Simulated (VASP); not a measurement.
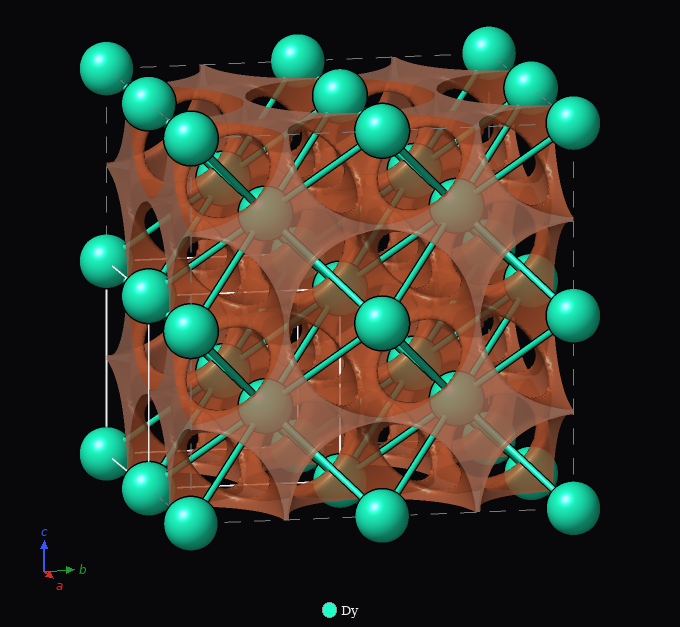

The orange surface encloses the points that the centre of a probe sphere of radius 0.20 Å can occupy in Dy (Im-3m, No. 229), computed on a grid of about 0.11 Å (2×2×2 cells shown, view slightly off an axis; pale faces close the region where the box cuts it).

Hard-sphere model; touching radii (half the shortest distance): Dy 1.73 Å.

Source of the atomic positions: a cell listed in the Materials Project, as set up for an electronic-structure calculation.

```yaml
crystal:
  lattice:
    - [4.00076, 0.00000, 0.00000]
    - [0.00000, 4.00076, 0.00000]
    - [0.00000, 0.00000, 4.00076]
  atoms:
    - { symbol: Dy, position: [0.00000, 0.00000, 0.00000] }
    - { symbol: Dy, position: [0.50000, 0.50000, 0.50000] }
```

Is the space open to the probe made of pockets or channels?

Where they connect, they form a three-dimensional network.

What share of the cell can the probe's centre reach?

About 12 % of the volume (7.4 Å³ of 64.0 Å³).

Give the largest included and the largest free sphere.

The largest sphere that fits anywhere has a diameter of 1.01 Å; the largest that can travel through the crystal, about 0.8 Å.

How does the connectivity change as the probe shrinks?

Below a radius of about 0.39 Å the space forms a three-dimensional network. These are grid estimates, good to about 0.05 Å.
